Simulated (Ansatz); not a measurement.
Input of the run:

```
crystal:
  lattice:
    - [0.0, 2.57, 2.57]
    - [2.57, 0.0, 2.57]
    - [2.57, 2.57, 0.0]
  atoms:
    - { symbol: Li, position: [0, 0, 0] }
    - { symbol: Cl, position: [0.5, 0.5, 0.5] }
kpoints:
  mp_grid: { grid: [6, 6, 6], shift: [0, 0, 0] }
hamiltonian:
  xc: pbe
  pseudopotentials:
    kind: paw
    azcp:
      Li: "pseudopotentials/Li.paw.azcp"
      Cl: "pseudopotentials/Cl.paw.azcp"
scf:
  occupations: { method: fixed }
  convergence: { dr2_threshold: "1e-9 eV" }
  lower_state_search: "off"
output:
  forces: false
  stress: false
gw:
  n_empty_bands: 337
  ecut_chi: 180.0
  qp_bands: [v1, c1]
  qp_kpoints: [[0, 0, 0], [0, 0.5, 0.5], [0, 0, 0.5]]
  ecutfock_ratio: 2
basis:
  ecutwfc: 700
```

What do the quasiparticle corrections do to the gap?

The gap on the mesh goes from 6.29 eV in PBE to 8.80 eV, an opening of 2.51 eV. The valence top moves by −1.79 eV and the conduction bottom by +0.72 eV.

These values hold for 337 empty bands and a screening cutoff of 180 eV on this mesh, not for the basis limit.

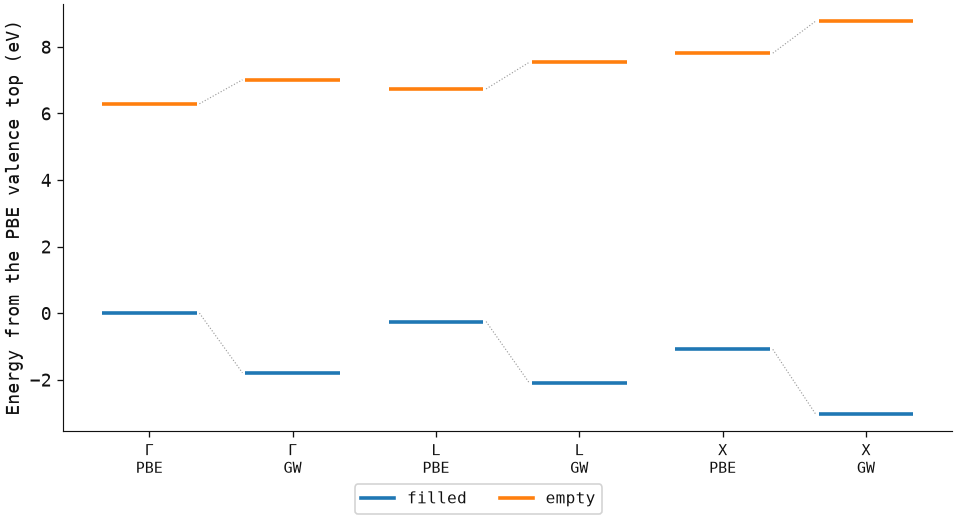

Kohn-Sham (PBE) and quasiparticle levels side by side at points of the k mesh; filled and empty levels have different colours.

Source: calculation with Ansatz.
